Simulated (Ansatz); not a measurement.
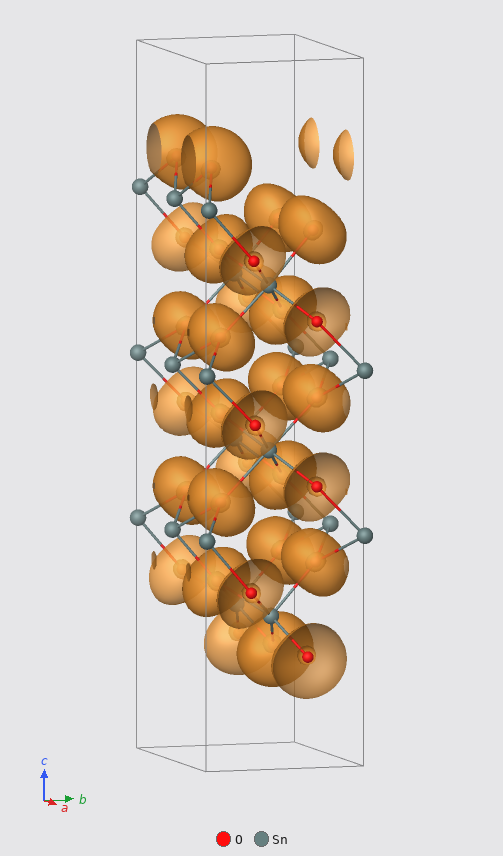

*SnO₂ (slab). Isosurface of the ELF at 0.6 (orange), seen slightly off an axis. Only the valence region is drawn (cores and ρ < 0.01 e/Å³ removed). Sticks mark near contacts.*

All numbers below come from DFT r2SCAN, scalar-relativistic, plane waves, PAW (Ansatz).

### Where are the electrons localised?

The surface consists of twelve regions wrapped around O (the valence shell of each), counted in one cell of 18 atoms. Counts are for one cell; the picture repeats the cell along the surface. Along the contacts the grid gives the following. Sn–O (2.00 Å): the ELF peaks at about 0.80 in the valence shell of O, 0.6 Å from its nucleus, and is about 0.30 at the midpoint (no localised pair shows between them). Sn–O (2.04 Å): the ELF peaks at about 0.80 in the valence shell of O, 0.6 Å from its nucleus, and is about 0.25 at the midpoint; no localised pair shows between them.

### Does the calculation give a band gap?

It is gapped, with a Kohn–Sham gap of 2.1 eV on the k-point mesh, an upper bound to the gap of this method.
